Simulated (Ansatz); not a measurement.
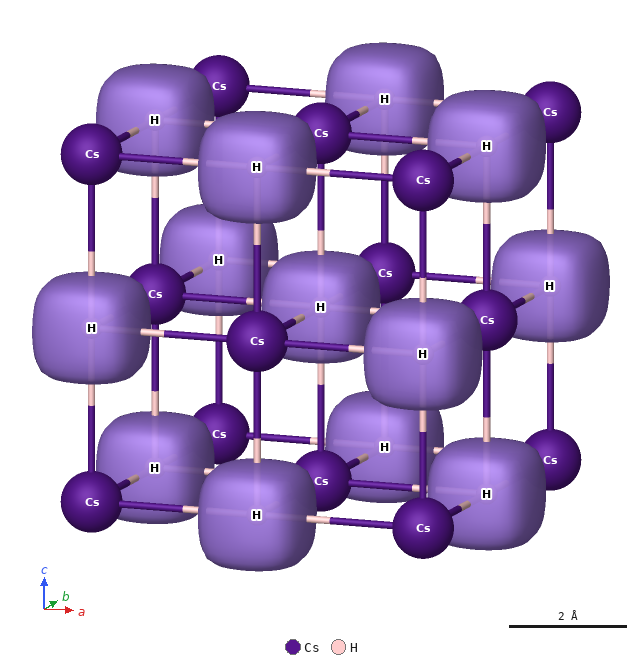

Figure 1: CsH. Isosurface of the ELF at 0.75 (purple), seen slightly off an axis. Only the valence region is drawn (cores and ρ < 0.01 e/Å³ removed). Sticks mark near contacts.

Space group Fm-3m.

Computed with Ansatz, DFT LDA, scalar-relativistic, plane waves, PAW.

In a PAW calculation such maps are meaningful between the atoms, not at the nuclei.

### What do the ELF domains correspond to?

The ELF exceeds this value in four regions around hydrogen nuclei, counted in one cell of 8 atoms. Regions shared between cells count once. Along the contacts the grid gives the following. Cs–H (3.05 Å): the ELF climbs to about 1 towards the hydrogen.

### Metal or insulator at this level of theory?

It is gapped, with a Kohn–Sham gap of 1.8 eV on the k-point mesh (the band edges may lie off the mesh, which would make the gap smaller).
